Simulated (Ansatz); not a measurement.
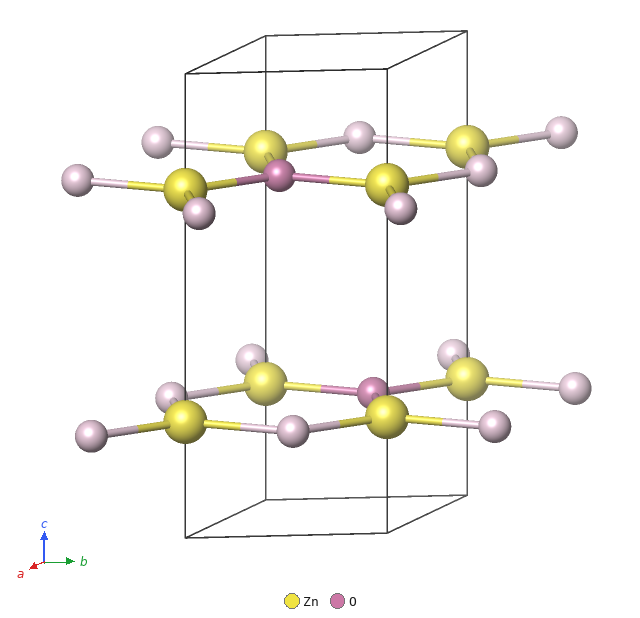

Crystal structure, ball-and-stick style, seen slightly off an axis. Lines trace the edges of the conventional unit cell. Atoms just outside the outline that bond to atoms inside are added, in fainter colours. Cell: a = 3.28 Å, b = 3.28 Å, c = 7.65 Å, α = 90.00°, β = 90.00°, γ = 120.00°.

Origin of the cell: a structure listed in the Materials Project. Earlier steps of the study, as a rule a relaxation of our own, may have changed the cell and positions, so they can lie some per cent off the listed ones. It was run through Ansatz as a DFT input.

**Describe the crystal.**

The compound is ZnO. It belongs to space group P6_3/mmc (No. 194) and has a primitive hexagonal lattice. There are 4 atoms in the cell: 2 Zn, 2 O. Zn bonds to three O in a trigonal planar arrangement at about 1.9 Å. O is coordinated by three Zn in a trigonal planar arrangement at about 1.9 Å. The bonds build ZnO layers parallel to (001).

Results below were computed with Ansatz 0.2.0, DFT PBE, scalar-relativistic, plane waves, PAW; the settings were wavefunction cutoff 420 eV, a 12×12×4 k-point grid, Gaussian smearing of 0.02 eV, no spin polarisation.

**What is the electronic character?**

A semiconductor at this level, with a gap of 0.92 eV, direct.

**What are the atomic charges by Bader's partition?**

Zn +1.20 e; O -1.20 e.

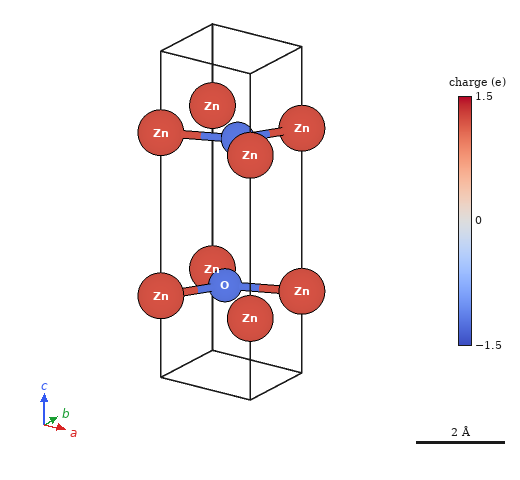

The atoms coloured by those charges. The run's cell of 4 atoms is drawn.

**Are forces and stress small enough to call this relaxed?**

Yes. All forces vanish to within 0.01 eV/Å. The pressure is 0.0 GPa, close to zero.
